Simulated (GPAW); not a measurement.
# K K ELNES/XANES of KF (Carobbiite, Fm-3m) from DFT, part 3 of 3

Aim: the dependence of the K K near-edge features of KF (Carobbiite, Fm-3m) on volume.

GPAW 26.7.0; X-ray absorption from dipole matrix elements to empty bands, plane-wave PAW PBE.

So far. Step 4 (Spectrum with FCH, K atom 1): The hole costs E(hole) − E(ground) = 3618.39 eV, and the lowest empty level of the hole cell on the spectrum's mesh lies at 5.54 eV, which puts the zero at 3623.93 eV. One term is added: -19.86 eV, since the hole is spin-paired here and a spin-polarised one costs that much less in the free atom (computed apart). The photon energy is then 3604.07 eV. The tabulated edge of the element is 3608.4 eV.

## 8. Spectrum with FCH, K atom 1

Shorter bonds are expected to push antibonding states and scattering resonances up, and longer ones down; the cell is scaled to test that.

Changed against the first core-hole run: volume scale from 1 to 1.03.

Input file xas.py:

```python
import numpy as np
from ase import Atoms
from ase.parallel import parprint, paropen
from gpaw import GPAW, PW, FermiDirac, Mixer, MixerDif, setup_paths
from gpaw.test import gen
setup_paths.insert(0, '.')
gen('K', name='fch1s', xcname='PBE', corehole=(1, 0, 1), write_xml=True)
from gpaw.mpi import world
world.barrier()

atoms = Atoms('K6F6',
    cell=[[2.69830568, 5.39661136, 2.69830568],
     [2.69830568, -5.39661136, 2.69830568],
     [2.69830568, -2.69830568, -5.39661136]],
    scaled_positions=[[0, 0, 0],
     [0.66666667, 0, 0.33333333],
     [0.5, 0.5, 0],
     [0.33333333, 0, 0.66666667],
     [0.16666667, 0.5, 0.33333333],
     [0.83333333, 0.5, 0.66666667],
     [0.75, 0.25, 0],
     [0.41666667, 0.25, 0.33333333],
     [0.25, 0.75, 0],
     [0.08333333, 0.25, 0.66666667],
     [0.91666667, 0.75, 0.33333333],
     [0.58333333, 0.75, 0.66666667]],
    pbc=True)
atoms.calc = calc = GPAW(legacy_gpaw=True, mode=PW(500, force_complex_dtype=True), xc='PBE', setups={0: 'fch1s'},
    kpts={'size': (3, 2, 3), 'gamma': True}, occupations=FermiDirac(0.02),
    charge=0, mixer=Mixer(0.1, 5, 50), maxiter=150,
    convergence={'density': 0.0001, 'eigenstates': 1e-6}, txt='scf.txt')
energy = atoms.get_potential_energy() + calc.get_reference_energy()
ef = calc.get_fermi_level()
out = dict(energy=energy, fermi=ef, forces=atoms.get_forces().tolist())
parprint(f'all-electron energy {energy:.4f} eV, Fermi level {ef:.4f} eV')
ev = np.array([[calc.get_eigenvalues(k, s) for k in range(len(calc.get_ibz_k_points()))] for s in range(calc.get_number_of_spins())])
out['homo'], out['lumo'], out['counts'] = ev[ev < ef].max(), ev[ev > ef].min(), sorted(set((ev < ef).sum((0, 2)).tolist()))
out['filled'] = (ev[:, 0] < ef).sum(1).tolist()

from ase.units import Ha
from gpaw.xas import dipole_matrix_elements
nb = int(calc.get_number_of_electrons() / 2) + 143
top, nb = nb, nb + 8 + nb // 12
nscf = calc.fixed_density(kpts={'size': (3, 3, 3), 'gamma': True}, nbands=nb,
    convergence={'bands': top, 'eigenstates': 1e-5}, maxiter=60, txt='nscf.txt')
cell = atoms.cell.array
ops = [cell.T @ U.T @ np.linalg.inv(cell.T) for U in nscf.wfs.kd.symmetry.op_scc]
filled = [48]  # bands filled in the ground state, by spin
E = np.arange(-6, 34, 0.1)
fwhm = np.interp(E, [4, 25], [0.9, 3.5])
Y, X, zero, highest = 0, 0, 1e9, 1e9
for spin in range(nscf.get_number_of_spins()):
    wfs = nscf.wfs
    A = dipole_matrix_elements(wfs.setups[0])
    eps = np.zeros((wfs.kd.nibzkpts, nb))
    d = np.zeros((3, A.shape[1], wfs.kd.nibzkpts, nb), complex)
    for kpt in wfs.kpt_u:
        if kpt.s == spin and 0 in kpt.P_ani:
            eps[kpt.k] = kpt.eps_n * Ha
            d[:, :, kpt.k] = (kpt.weight * wfs.nspins / 2) ** 0.5 * np.inner(A, kpt.P_ani[0])
    world.sum(eps)
    world.sum(d)
    T = np.einsum('amkn,bmkn->abkn', d, d.conj()).real
    T = sum(np.einsum('ai,ijkn,bj->abkn', R, T, R) for R in ops) / len(ops)
    empty = np.ones_like(eps, bool) & (np.arange(nb) >= filled[spin])
    zero, highest = min(zero, eps[empty].min()), min(highest, eps[:, top - 1].min())
    lines = [(eps, T, empty)] if spin == 0 else lines + [(eps, T, empty)]
for eps, T, empty in lines:
    f = np.einsum('aakn->akn', T).reshape(3, -1)
    x = eps.ravel() - zero
    w = np.interp(x, E, fwhm) / 2.35482
    g = np.exp(-0.5 * ((E[:, None] - x) / w) ** 2) / (w * (2 * np.pi) ** 0.5)
    Y = Y + (f * empty.ravel()) @ g.T
    X = X + (f * ~empty.ravel()) @ g.T
out.update(E=E.round(2).tolist(), xas=Y.tolist(), xes=X.tolist(), zero=zero, valid=highest - zero, nk=len(eps), nb=nb)
for i in range(0, len(E), 10):
    parprint(f'{E[i]:7.2f}', *(f'{v:10.3e}' for v in Y[:, i]))
import json
with paropen('out.json', 'w') as f:
    json.dump(out, f)
```

Command:

```sh
OMP_NUM_THREADS=1 mpirun -n 4 gpaw python xas.py
```

Numbers of over 12 decimals in the logs are rounded to 6 here.

Output:

```text
Input parameters:
  convergence: {density: 0.0001,
                eigenstates: 1e-06}
  kpts: {gamma: True,
         size: (3, 2, 3)}
  maxiter: 150
  mixer: {backend: pulay,
          beta: 0.1,
          method: separate,
          nmaxold: 5,
          weight: 50}
  mode: {ecut: 500.0,
         force_complex_dtype: True,
         name: pw}
  occupations: {fixmagmom: False,
                name: fermi-dirac,
[...]
*p    :    -0.289847
*d    :     0.000000
--------------------------------

Diagonalizing with gridspacing h=0.050

state   all-electron     PAW
-------------------------------
3s:      -1.931532    -1.932218
3p:      -1.289847    -1.291422
*d:                   -0.307940
*f:                   -0.034939
-------------------------------
all-electron energy -111009.2763 eV, Fermi level 0.7934 eV
[...]
32.00  5.855e-07  5.742e-07  5.855e-07
  33.00  6.271e-07  6.059e-07  6.271e-07
[key lines of the parts left out:]
Converged after 16 iterations.
Dipole moment: (0.000000, -0.000000, 0.000000) |e|*Ang
Free energy:    -61.565518
Fermi level: 0.79336
```

Run time: 2 min. Hardware: 4 MPI ranks of Arm Neoverse V2, shared host; peak memory 0.37 GiB; 7.9 min of CPU time.

| E (eV) | first run | this run |
| --- | --- | --- |
| -2.0 | 0.00 | 0.00 |
| -1.0 | 0.00 | 0.00 |
| 0.0 | 0.00 | 0.00 |
| 1.0 | 0.07 | 0.07 |
| 2.0 | 0.25 | 0.28 |
| 3.0 | 2.13 | 2.07 |
| 4.0 | 1.66 | 1.69 |
| 5.0 | 0.43 | 0.42 |
| 6.0 | 0.48 | 0.48 |
| 7.0 | 0.50 | 0.53 |
| 8.0 | 0.77 | 0.83 |
| 9.0 | 1.33 | 1.46 |
| 10.0 | 2.12 | 2.25 |
| 11.0 | 2.55 | 2.59 |
| 12.0 | 2.23 | 2.03 |
| 13.0 | 1.16 | 1.01 |
| 14.0 | 0.71 | 0.70 |
| 15.0 | 0.71 | 0.70 |
| 16.0 | 0.66 | 0.63 |
| 17.0 | 0.60 | 0.58 |
| 18.0 | 0.57 | 0.57 |
| 19.0 | 0.59 | 0.61 |
| 20.0 | 0.67 | 0.72 |
| 21.0 | 0.79 | 0.85 |
| 22.0 | 0.91 | 0.96 |
| 23.0 | 1.01 | 1.05 |
| 24.0 | 1.07 | 1.09 |
| 25.0 | 1.06 | 1.04 |
| 26.0 | 0.99 | 0.95 |
| 27.0 | 0.90 | 0.88 |
| 28.0 | 0.85 | 0.83 |
| 29.0 | 0.80 | 0.76 |
| 30.0 | 0.71 | 0.68 |

The scaled spectrum changes by 6 % r.m.s. The highest intensity below 24 eV goes from 11.3 eV (2.58) to 11.1 eV (2.59).

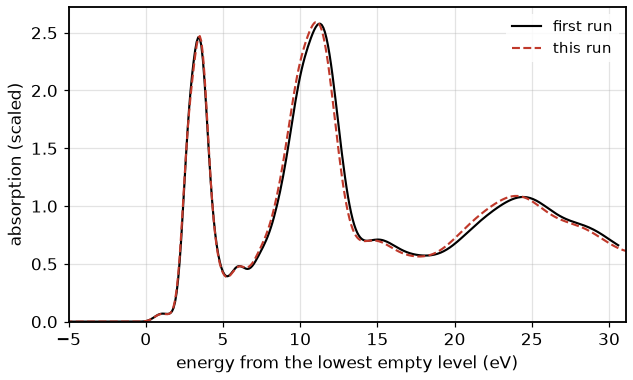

The effect of the change (volume scale from 1 to 1.03).

The photon energy of the zero moves by -0.02 eV.

## 9. Reference energy of the supercell

The cell changes for the next run, so it gets a reference energy of its own.

The cell differs from the one that the last finished run ended in (a 6.609 → 6.735 Å, b 6.609 → 6.735 Å, c 6.609 → 6.735 Å).

Input file scf.py:

```python
import numpy as np
from ase import Atoms
from ase.parallel import parprint, paropen
from gpaw import GPAW, PW, FermiDirac, Mixer, MixerDif, setup_paths
from gpaw.test import gen
setup_paths.insert(0, '.')
gen('K', name='nch1s', xcname='PBE', corehole=(1, 0, 0), write_xml=True)
from gpaw.mpi import world
world.barrier()

atoms = Atoms('K6F6',
    cell=[[2.7497143, 5.4994286, 2.7497143],
     [2.7497143, -5.4994286, 2.7497143],
     [2.7497143, -2.7497143, -5.4994286]],
    scaled_positions=[[0, 0, 0],
     [0.66666667, 0, 0.33333333],
     [0.5, 0.5, 0],
     [0.33333333, 0, 0.66666667],
     [0.16666667, 0.5, 0.33333333],
     [0.83333333, 0.5, 0.66666667],
     [0.75, 0.25, 0],
     [0.41666667, 0.25, 0.33333333],
     [0.25, 0.75, 0],
     [0.08333333, 0.25, 0.66666667],
     [0.91666667, 0.75, 0.33333333],
     [0.58333333, 0.75, 0.66666667]],
    pbc=True)
atoms.calc = calc = GPAW(legacy_gpaw=True, mode=PW(500, force_complex_dtype=True), xc='PBE', setups={0: 'nch1s'},
    kpts={'size': (3, 2, 3), 'gamma': True}, occupations=FermiDirac(0.02),
    charge=0, mixer=Mixer(0.1, 5, 50), maxiter=150,
    convergence={'density': 0.0001, 'eigenstates': 1e-6}, txt='scf.txt')
energy = atoms.get_potential_energy() + calc.get_reference_energy()
ef = calc.get_fermi_level()
out = dict(energy=energy, fermi=ef, forces=atoms.get_forces().tolist())
parprint(f'all-electron energy {energy:.4f} eV, Fermi level {ef:.4f} eV')
ev = np.array([[calc.get_eigenvalues(k, s) for k in range(len(calc.get_ibz_k_points()))] for s in range(calc.get_number_of_spins())])
out['homo'], out['lumo'], out['counts'] = ev[ev < ef].max(), ev[ev > ef].min(), sorted(set((ev < ef).sum((0, 2)).tolist()))
out['filled'] = (ev[:, 0] < ef).sum(1).tolist()
import json
with paropen('out.json', 'w') as f:
    json.dump(out, f)
```

Command:

```sh
OMP_NUM_THREADS=1 mpirun -n 4 gpaw python scf.py
```

Output:

```text
Input parameters:
  convergence: {density: 0.0001,
                eigenstates: 1e-06}
  kpts: {gamma: True,
         size: (3, 2, 3)}
  maxiter: 150
  mixer: {backend: pulay,
          beta: 0.1,
          method: separate,
          nmaxold: 5,
          weight: 50}
  mode: {ecut: 500.0,
         force_complex_dtype: True,
         name: pw}
  occupations: {fixmagmom: False,
                name: fermi-dirac,
[...]
3s(2) :    -1.298661     0.973389
4s(1) :    -0.085214     0.996539
3p(6) :    -0.691375     0.723628
*p    :     0.308625
*d    :     0.000000
--------------------------------

Diagonalizing with gridspacing h=0.050

state   all-electron     PAW
-------------------------------
3s:      -1.298661    -1.299239
3p:      -0.691375    -0.692667
*d:                    0.007875
*f:                    0.052153
-------------------------------
all-electron energy -114627.9487 eV, Fermi level 0.5984 eV
[key lines of the parts left out:]
Converged after 16 iterations.
Dipole moment: (-0.000000, 0.000000, 0.000000) |e|*Ang
Free energy:    -49.944276
Fermi level: 0.59840
```

Run time: 22 s. Hardware: 4 MPI ranks; peak memory 0.28 GiB.

Reference energy: -114627.949 eV with the cores included.

## 10. Spectrum with FCH, K atom 1

Shorter bonds are expected to push antibonding states and scattering resonances up, and longer ones down; the cell is scaled to test that.

Changed against the first core-hole run: volume scale from 1 to 1.09.

Edit xas.py of step 8 so:

```diff
@@ -11,5 +11,5 @@
 atoms = Atoms('K6F6',
-    cell=[[2.69830568, 5.39661136, 2.69830568],
-     [2.69830568, -5.39661136, 2.69830568],
-     [2.69830568, -2.69830568, -5.39661136]],
+    cell=[[2.7497143, 5.4994286, 2.7497143],
+     [2.7497143, -5.4994286, 2.7497143],
+     [2.7497143, -2.7497143, -5.4994286]],
     scaled_positions=[[0, 0, 0],
@@ -41,3 +41,3 @@
 from gpaw.xas import dipole_matrix_elements
-nb = int(calc.get_number_of_electrons() / 2) + 143
+nb = int(calc.get_number_of_electrons() / 2) + 151
 top, nb = nb, nb + 8 + nb // 12
```

Command:

```sh
OMP_NUM_THREADS=1 mpirun -n 4 gpaw python xas.py
```

Output:

```text
Input parameters:
  convergence: {density: 0.0001,
                eigenstates: 1e-06}
  kpts: {gamma: True,
         size: (3, 2, 3)}
  maxiter: 150
  mixer: {backend: pulay,
          beta: 0.1,
          method: separate,
          nmaxold: 5,
          weight: 50}
  mode: {ecut: 500.0,
         force_complex_dtype: True,
         name: pw}
  occupations: {fixmagmom: False,
                name: fermi-dirac,
[...]
*p    :    -0.289847
*d    :     0.000000
--------------------------------

Diagonalizing with gridspacing h=0.050

state   all-electron     PAW
-------------------------------
3s:      -1.931532    -1.932218
3p:      -1.289847    -1.291422
*d:                   -0.307940
*f:                   -0.034939
-------------------------------
all-electron energy -111008.7291 eV, Fermi level 0.4847 eV
[...]
32.00  6.851e-07  6.653e-07  6.851e-07
  33.00  8.122e-07  8.000e-07  8.122e-07
[key lines of the parts left out:]
Converged after 21 iterations.
Dipole moment: (-0.000000, 0.000000, 0.000000) |e|*Ang
Free energy:    -61.018373
Fermi level: 0.48466
```

The job ended after 2.3 min (4 MPI ranks; peak memory 0.38 GiB).

| E (eV) | first run | this run |
| --- | --- | --- |
| -2.0 | 0.00 | 0.00 |
| -1.0 | 0.00 | 0.00 |
| 0.0 | 0.00 | 0.01 |
| 1.0 | 0.07 | 0.06 |
| 2.0 | 0.25 | 0.34 |
| 3.0 | 2.13 | 1.98 |
| 4.0 | 1.66 | 1.72 |
| 5.0 | 0.43 | 0.41 |
| 6.0 | 0.48 | 0.47 |
| 7.0 | 0.50 | 0.59 |
| 8.0 | 0.77 | 0.96 |
| 9.0 | 1.33 | 1.73 |
| 10.0 | 2.12 | 2.45 |
| 11.0 | 2.55 | 2.55 |
| 12.0 | 2.23 | 1.61 |
| 13.0 | 1.16 | 0.81 |
| 14.0 | 0.71 | 0.69 |
| 15.0 | 0.71 | 0.66 |
| 16.0 | 0.66 | 0.58 |
| 17.0 | 0.60 | 0.55 |
| 18.0 | 0.57 | 0.58 |
| 19.0 | 0.59 | 0.68 |
| 20.0 | 0.67 | 0.83 |
| 21.0 | 0.79 | 0.95 |
| 22.0 | 0.91 | 1.05 |
| 23.0 | 1.01 | 1.10 |
| 24.0 | 1.07 | 1.07 |
| 25.0 | 1.06 | 0.97 |
| 26.0 | 0.99 | 0.88 |
| 27.0 | 0.90 | 0.83 |
| 28.0 | 0.85 | 0.78 |
| 29.0 | 0.80 | 0.70 |
| 30.0 | 0.71 | 0.65 |

The scaled spectrum changes by 16 % r.m.s. The highest intensity below 24 eV goes from 11.3 eV (2.58) to 10.7 eV (2.62).

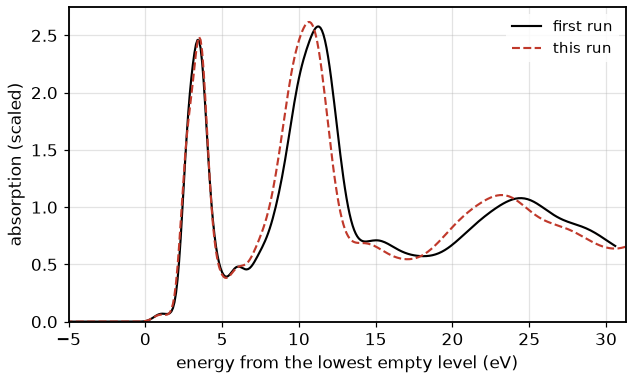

The effect of the change (volume scale from 1 to 1.09).

The photon energy of the zero moves by -0.04 eV.

## 11. The volumes side by side

| volume | nearest distance (Å) | shift of the zero (eV) | maximum 1 (eV above own zero) | maximum 2 (eV above own zero) | maximum 3 (eV above own zero) |
| --- | --- | --- | --- | --- | --- |
| 0.94 | 2.617 | +0.05 | 3.3 | 11.7 | 25.4 |
| 1 | 2.672 | +0.00 | 3.4 | 11.3 | 24.4 |
| 1.03 | 2.698 | -0.02 | 3.5 | 11.1 | 24.0 |
| 1.09 | 2.750 | -0.04 | 3.5 | 10.7 | 23.2 |

The curves, each shifted by its zero's change so that they share one photon-energy axis, counted from the zero at V × 1:

| E (eV) | V × 0.94 | V × 1 | V × 1.03 | V × 1.09 |
| --- | --- | --- | --- | --- |
| -2.0 | 0.00 | 0.00 | 0.00 | 0.00 |
| -1.0 | 0.00 | 0.00 | 0.00 | 0.00 |
| 0.0 | 0.00 | 0.00 | 0.01 | 0.01 |
| 1.0 | 0.07 | 0.07 | 0.07 | 0.06 |
| 2.0 | 0.18 | 0.25 | 0.30 | 0.40 |
| 3.0 | 2.19 | 2.13 | 2.09 | 2.02 |
| 4.0 | 1.65 | 1.66 | 1.65 | 1.62 |
| 5.0 | 0.48 | 0.43 | 0.42 | 0.40 |
| 6.0 | 0.49 | 0.48 | 0.48 | 0.48 |
| 7.0 | 0.45 | 0.50 | 0.53 | 0.60 |
| 8.0 | 0.67 | 0.77 | 0.84 | 0.98 |
| 9.0 | 1.08 | 1.33 | 1.48 | 1.77 |
| 10.0 | 1.80 | 2.12 | 2.26 | 2.47 |
| 11.0 | 2.35 | 2.55 | 2.59 | 2.53 |
| 12.0 | 2.49 | 2.23 | 2.01 | 1.57 |
| 13.0 | 1.63 | 1.16 | 1.00 | 0.79 |
| 14.0 | 0.82 | 0.71 | 0.70 | 0.69 |
| 15.0 | 0.71 | 0.71 | 0.70 | 0.65 |
| 16.0 | 0.72 | 0.66 | 0.63 | 0.58 |
| 17.0 | 0.65 | 0.60 | 0.58 | 0.55 |
| 18.0 | 0.60 | 0.57 | 0.57 | 0.58 |
| 19.0 | 0.58 | 0.59 | 0.61 | 0.69 |
| 20.0 | 0.60 | 0.67 | 0.72 | 0.83 |
| 21.0 | 0.68 | 0.79 | 0.85 | 0.96 |
| 22.0 | 0.78 | 0.91 | 0.96 | 1.05 |
| 23.0 | 0.89 | 1.01 | 1.05 | 1.10 |
| 24.0 | 0.99 | 1.07 | 1.09 | 1.07 |
| 25.0 | 1.06 | 1.06 | 1.04 | 0.97 |
| 26.0 | 1.06 | 0.99 | 0.95 | 0.88 |
| 27.0 | 0.98 | 0.90 | 0.88 | 0.83 |
| 28.0 | 0.89 | 0.85 | 0.83 | 0.78 |
| 29.0 | 0.85 | 0.80 | 0.76 | 0.70 |
| 30.0 | 0.79 | 0.71 | 0.68 | 0.65 |

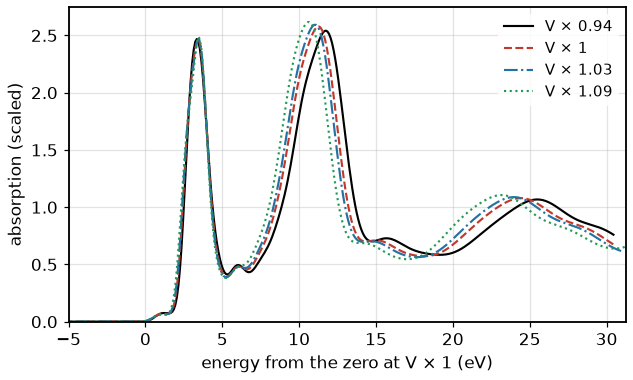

The edge at each volume, on one photon-energy scale.

## 12. Results

| Property | Result |
| --- | --- |
| absorber and edge | K K, atom 1 of the ground-state input (counted from 1) |
| surroundings | 6 F at 2.67 Å (octahedral, site symmetry m-3m) |
| highest intensity below 24 eV | 11.3 eV above the zero, height 2.58 |
| photon energy of the zero, with the added terms | 3604.1 eV (raw 3623.9 eV; uncertain by a few eV) |

What this shows: From V × 0.94 to V × 1.09 the nearest distance grows by 0.132 Å and the zero moves by -0.09 eV. Above their own zero, the maxima move from 3.3 to 3.5 eV, from 11.7 to 10.7 eV and from 25.4 to 23.2 eV. The one highest in energy moves most, in the direction that the rule ΔE·R² ≈ constant for scattering resonances gives. The K K edge of atom 1, with 6 F at 2.67 Å (octahedral, site symmetry m-3m), has its highest intensity of the first 24 eV at 11.3 eV above the zero, near 3615 eV in photon energy (uncertain by a few eV), 2.6 times the mean level of the first 20 eV (Gaussian full width 0.9 eV up to 4 eV, rising linearly to 3.5 eV at 25 eV). The mesh is coarse (0.39 Å⁻¹ between points), so small maxima may be mesh ripples. The structure is a published determination, not relaxed.

[Banner, clock and machine lines of the logs are left out without a mark of their own.]

[Logs are printed without paths, hosts, clocks, repeated set-up lines and the standing remarks that a program may print on its own settings, such as how far it seeks lower states.]

[Hosts, paths, dates, database ids (printed as entryN), source tags and the programs' standing remarks are cut or masked in the printed files.]

[Lists of maxima count a maximum above −3 eV only where it reaches 4 % of the highest in the window and stands out from its surroundings by 2 % of it (1.5 % where it reaches 55 %); shoulders and weaker maxima are passed over, and of the rest the first, up to two pre-edge ones and the few strongest are named.]
